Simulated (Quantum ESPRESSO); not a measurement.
System: W (space group Im-3m).

Calculation (Quantum ESPRESSO 7.5): plane-wave DFT, no spin polarisation; energies at scaled volumes of the given cell, shape and fractions fixed, counted from the fit's minimum, third-order Birch-Murnaghan fit. All runs: no spin polarisation.

- k mesh: 12×12×12
- occupations: Fermi–Dirac
- smearing width: 0.05 eV

Settings that differ: LDA: density cutoff 4900 eV, wave cutoff 612 eV, potentials GBRV-1.5-LDA; AM05: density cutoff 4030 eV, wave cutoff 1010 eV, potentials PseudoDojo-0.4.1-SR-PBE-standard.

Describe the result: the pressure against volume, with one curve for each functional. The cases: LDA; AM05.

The fitted equilibrium volumes, smallest first, are LDA 15.438, AM05 15.677 Å³/atom. The fitted bulk moduli, smallest first, are AM05 318.5, LDA 329.9 GPa. For LDA, the pressure falls from 10.17 GPa at volume 14.90 Å³/atom to −25.59 GPa at 16.80 Å³/atom, and changes sign near 15.33 Å³/atom. For AM05, the pressure falls from 17.81 GPa at volume 14.90 Å³/atom to −19.36 GPa at 16.80 Å³/atom, and changes sign near 15.68 Å³/atom.

LDA:
```tsv
volume (Å³/atom)	pressure (GPa)
14.90	10.17
15.21	2.61
15.53	-4.24
15.85	-10.41
16.16	-16.00
16.48	-21.04
16.80	-25.59
```

AM05:
```tsv
volume (Å³/atom)	pressure (GPa)
14.90	17.81
15.21	10.04
15.53	2.97
15.85	-3.44
16.16	-9.28
16.48	-14.57
16.80	-19.36
```

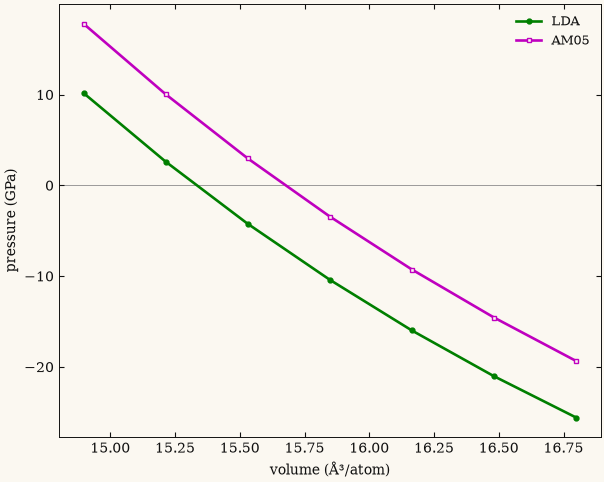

Limits of the calculation: potentials made for another functional (AM05).
